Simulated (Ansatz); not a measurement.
Consider Na.

```xyz
4
Lattice="3.7004 0.0000 0.0000 -1.8502 3.2046 0.0000 0.0000 0.0000 12.0358" Properties=species:S:1:pos:R:3 pbc="T T T"
Na    1.8502    1.0682    9.0269
Na    0.0000    0.0000    6.0179
Na    0.0000    2.1364    3.0090
Na    0.0000    0.0000    0.0000
```

Space group P6₃/mmc; a structure from a database of computed crystals, not necessarily the ambient phase.

Level of theory: Ansatz 0.2.0, Kohn-Sham DFT of a periodic cell, PBEsol, Ansatz PAW.

**What will maps of the valence pseudo-density and electron localisation function show?**

Na–Na (3.70 Å): ρ is about 0.03 e/Å³ halfway; the ELF is about 0.45 at the midpoint.

**Metal or insulator at this level of theory?**

It is metallic or semimetallic at this level of theory: no gap opens.

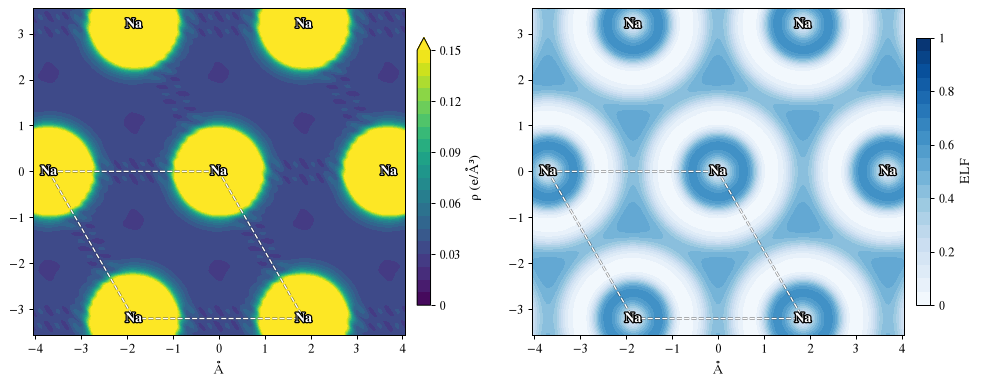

Computed valence pseudo-density and electron localisation function on the (001) plane of the conventional cell, in this order. 

Core electrons are frozen (PAW), and the valence fields are smoothed inside the atomic spheres.
